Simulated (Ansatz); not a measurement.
# TiN: single-point calculation

- system: TiN (2 atoms in the cell)
- method: DFT, PBEsol, plane waves, PAW, no spin polarisation (Ansatz 0.2.0)

The structure derives from an entry of the Crystallography Open Database. Some settings of this run were made unusual or wrong on purpose. Figures and captions count atoms from 1; the log counts them from 0 in places.

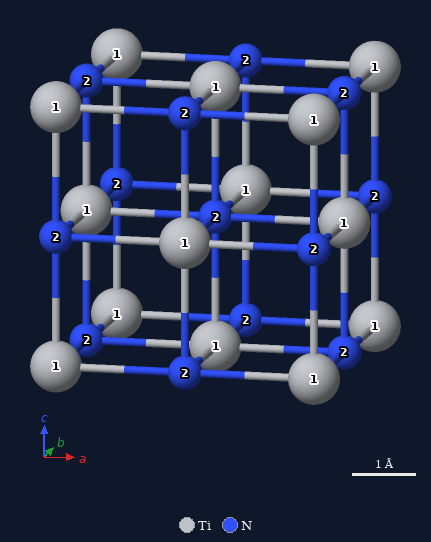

The input geometry (ball-and-stick view of the cell 4 times as large as that of the calculation, set on its symmetry axes, seen slightly off an axis; atoms are numbered from 1 in the order of the input). An atom can appear more than once, as a periodic image. Near neighbours in the periodic cell (some may lie outside the picture): Ti has 6 N at 2.12 Å; N has 6 Ti at 2.12 Å.

## The input
```yaml
crystal:
  lattice:
    - [0.0, 2.122, 2.122]
    - [2.122, 0.0, 2.122]
    - [2.122, 2.122, 0.0]
  atoms:
    - { symbol: Ti, position: [0.0, 0.0, 0.0] }
    - { symbol: "N", position: [0.5, 0.5, 0.5] }
kpoints:
  mp_grid: { grid: [13, 13, 13] }
  band_path:
    path:
      - [0.0, 0.0, 0.0]
      - [0.5, 0.0, 0.5]
      - [0.625, 0.25, 0.625]
      - [0.375, 0.375, 0.75]
      - [0.0, 0.0, 0.0]
      - [0.5, 0.5, 0.5]
      - [0.5, 0.25, 0.75]
      - [0.5, 0.0, 0.5]
    npoints: 5
scf:
  occupations: { method: fermi_dirac, width: 0.05 }
  convergence: { dr2_threshold: 1.0e-16 }
  max_iter: 80
hamiltonian:
  xc: pbesol
  pseudopotentials: { kind: paw }
output:
  forces: true
  stress: true
  eigenvalues: true
  efg: { contact_densities: true }
```

Run as:
```bash
ansatz run input.yaml --threads 1 --pin off --max-ram 2048MiB --backend cpu --events-out ev --progress --plain --runs-dir out
```

## Output
```
Engine: ansatz 0.2.0, x86_64-unknown-linux-gnu
Pseudopotentials: kind: paw
Pseudopotential: Ti, paw, valence charge 12, recommended cutoff 420 eV (normal), Ti.paw.azcp
Pseudopotential: N, paw, valence charge 5, recommended cutoff 420 eV (normal), N.paw.azcp
Functional definition: PBEsol
  exchange = pbesol_x
  correlation = pbesol_c
Crystal: 2 atoms, lattice volume = 19.110 Å³
Basis set: ecut = 420 eV, 339 PW (Γ), exchange–correlation on 48×48×48 points (8 copies of the dense FFT grid, shifted against one another)
Bands: 13, of which v1, the nominal top of the filled ones, is band 9 counted from 1 (8 counted from 0)
Symmetry: 48 space group operations
Space group: Fm-3m (ITA 225), of the structure as read, at distance tolerance 2.7e-5 Å
k-points: 84 of 2197
Non-local potential: Ti, projectors of the file, l = 0: 3, l = 1: 2, l = 2: 3, l = 3: 1
Non-local potential: N, projectors of the file, l = 0: 2, l = 1: 2, l = 2: 1
PAW form: soft (Blöchl's): semilocal exchange-correlation on the pseudo side does not see the compensation charge
PAW frozen core: Ti, regenerated for the run's functional, and the local potential with it (the file was generated under x = pbe(κ = 0.804, μ = 0.2195149727645171), c = pbe(β = 0.06672455060314922))
PAW frozen core: N, regenerated for the run's functional, and the local potential with it (the file was generated under x = pbe(κ = 0.804, μ = 0.2195149727645171), c = pbe(β = 0.06672455060314922))
PAW one-centre angular grid: Ti, 590 points (default); XC on 64 Gauss nodes
PAW one-centre angular grid: N, 110 points (default); XC on 64 Gauss nodes
Initial density: superposition of atomic densities (neutral atoms: chi_scale 0, normalization atom), corrected by the library's trained network
Initial wavefunctions: pseudopotential atomic-orbital guess
Functional: x = pbesol(κ = 0.804, μ = 0.12345679012345678), c = pbesol(β = 0.046)
SCF iter   1: F=—  HF=-2856.223786 eV  |F-HF|=—  |Δ(HF+E_count)|=         —  Δρ=1.37e-2  dr2=3.47e-2  ethr=1.77e-3  ⟨swp⟩=4.4  Hψ=5042  notcnv=0
preconditioner: auto → none  [metal: Δε(μ)=0.031 eV  Ē_g=9.591 eV  σ=0.050 eV  W_gap=0.15  n_scr=8 (ndim 8)  ℏωp=25.5 eV  f_vac=0.000  D(μ)=0.83/eV (n_scr^D=8)  sad-step TF]
SCF iter   2: F=—  HF=-2856.217471 eV  |F-HF|=—  |Δ(HF+E_count)|=   6.31e-3  Δρ=7.80e-3  dr2=1.30e-2  ethr=2.04e-4  ⟨swp⟩=2.0  Hψ=2109  notcnv=0  defer=2
SCF iter   3: F=—  HF=-2856.214805 eV  |F-HF|=—  |Δ(HF+E_count)|=   2.67e-3  Δρ=1.05e-3  dr2=2.58e-4  ethr=7.63e-5  ⟨swp⟩=2.0  Hψ=1594  notcnv=0  defer=2
SCF iter   4: F=—  HF=-2856.214768 eV  |F-HF|=—  |Δ(HF+E_count)|=   3.67e-5  Δρ=1.09e-4  dr2=1.58e-6  ethr=1.52e-6  ⟨swp⟩=2.0  Hψ=1256  notcnv=0  defer=2
SCF iter   5: F=—  HF=-2856.214769 eV  |F-HF|=—  |Δ(HF+E_count)|=   7.64e-7  Δρ=6.15e-6  dr2=3.55e-9  ethr=9.32e-9  ⟨swp⟩=2.1  Hψ=1492  notcnv=0  defer=2
SCF iter   6: F=—  HF=-2856.214769 eV  |F-HF|=—  |Δ(HF+E_count)|=   1.53e-9  Δρ=6.39e-7  dr2=4.75e-11  ethr=2.09e-11  ⟨swp⟩=2.1  Hψ=1785  notcnv=0  defer=2
SCF iter   7: F=—  HF=-2856.214769 eV  |F-HF|=—  |Δ(HF+E_count)|=  1.27e-11  Δρ=6.41e-8  dr2=3.65e-13  ethr=2.79e-13 (applied; sched 1.00e-12)  ⟨swp⟩=2.5  Hψ=1716  notcnv=0  defer=2
SCF iter   8: F=—  HF=-2856.214769 eV  |F-HF|=—  |Δ(HF+E_count)|=  4.55e-13  Δρ=4.02e-9  dr2=2.02e-15  ethr=2.15e-15 (applied; sched 1.00e-12)  ⟨swp⟩=2.5  Hψ=1855  notcnv=0  defer=2
SCF iter   9: F=-2856.214769 eV  HF=-2856.214769 eV  |F-HF|=4.55e-13  |Δ(HF+E_count)|=    0.00e0  Δρ=1.91e-10  dr2=2.80e-18  ethr=1.00e-12  ⟨swp⟩=3.1  Hψ=2463  notcnv=0
SCF 1 converged in 9 iterations: F = -2856.214769 eV  dr2 = 2.80e-18
  greatest PAW one-centre occupation: 0.999 electrons in one spin orbital (limit 2), on the Ti atom at site 0 (counted from 0), in its partial waves of l = 0
```

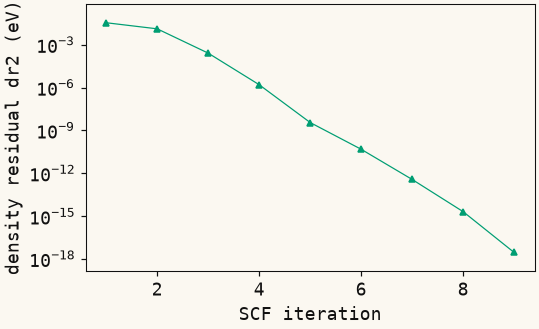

Convergence of the self-consistent field: density residual dr2 against the SCF iteration. The residual falls at every step.

```
NSCF: frozen V_eff on 36 k-points
SCF converged after 9 iterations
Free energy (F): -2856.214769 eV
Harris-Foulkes:  -2856.214769 eV  (|F-HF|=4.55e-13)
Internal energy: -2856.207904 eV  (E = F + TS)
E sigma→0 (E₀):  -2856.211336 eV
Entropy (-TS):   -0.006865 eV (-3.432 meV/atom)
Fermi energy:    16.996767 eV
--- Per-component energies (eV) ---
  E_band       = -93.262572
  E_kinetic    = 405.418458
  E_local      = -788.598500  (includes V_loc(G=0)·N_el)
  E_nonlocal   = 52.532397
  E_hartree    = 313.008077
  E_xc         = -158.389197
  E_vxc        = -200.460634  (∫ρ·V_xc dr)
  E_paw        = -1144.006381  (= ΣΔE_a)
  E_vpaw       = -188.170652  (= ΣTr[D̂ρ^β])
  E_aug_tail   = 0.000205  (compensation charges beyond the density's cutoff)
  E_ewald      = -1536.340447
  E_core_change = 0.167483  (= ΣΔE_core)
  E_smearing   = -0.006865  (= −TS)
  E_closure    = 0.000000  (closes the sum)
  Σ components = -2856.214769   (vs F -2856.214769, Δ=0.00e0)
--- Forces (eV/Å), atoms counted from 1 ---
  atom   1  Ti    -0.00000000     0.00000000     0.00000000
  atom   2  N      0.00000000    -0.00000000    -0.00000000
  max |Σ_I F_I| component: 3.02e-30 eV/Å
--- Stress (GPa, compression-positive) ---
       -8.056925       0.000000       0.000000
        0.000000      -8.056925      -0.000000
       -0.000000      -0.000000      -8.056925
  P = ⅓ Tr σ = -8.0569 GPa (-80.569 kbar)
--- PAW observables at the nuclei: V_zz in 10²¹ V/m², potentials from the cell's mean, atoms counted from 1 ---
  atom   1  Ti V_zz =    +0.000000   η = 0.0000   by run symmetry: forbidden
            electrostatic potential = -2533.890432 V   contact ρ = 56637.822137 e/Å³
  atom   2  N  V_zz =    -0.000000   η = 0.0000   by run symmetry: forbidden
            electrostatic potential = -521.560678 V   contact ρ = 1404.665126 e/Å³
--- Band table (eV; the first three rows and the last of 84) ---
  k-point 0: bands = ["-40.6096", "-16.6995", "-16.6995", "-16.6995", "-0.0863", "14.9415", "14.9415", "14.9415", "16.3416", "16.3416", "16.3416", "17.5481", "17.5481"]
  k-point 1: bands = ["-40.6040", "-16.7392", "-16.7028", "-16.7028", "0.0307", "14.2935", "14.4617", "14.4617", "16.5081", "16.5081", "16.6621", "18.0551", "18.0551"]
  k-point 2: bands = ["-40.5883", "-16.8478", "-16.7118", "-16.7118", "0.3649", "13.0646", "13.6170", "13.6170", "16.8484", "16.8484", "17.1014", "19.1150", "19.1150"]
  k-point 83: bands = ["-40.4790", "-17.1085", "-17.0545", "-16.9173", "1.8284", "11.1788", "11.5670", "11.7550", "17.6216", "18.1600", "19.3889", "20.1510", "20.9424"]
```

## Outcome

```tsv
quantity	value
outcome	converged
space group (tolerance 0.01 Å)	Fm-3m (225)
electrons treated	17
free energy	−2856.2148 eV
Fermi energy	16.997 eV
pressure	−8.06 GPa
largest force (length of the vector)	under 0.001 eV/Å
hardware	1 thread of Intel Xeon @ 2.50GHz (Skylake/Cascade Lake), 32 GiB of memory available, shared host
wall time	4 s
peak memory	0.4 GiB
```

This input holds a deliberate fault: a threshold that can't be met (`scf.convergence.dr2_threshold`). The run converged all the same; its numbers are those of the faulty input and shouldn't be used.
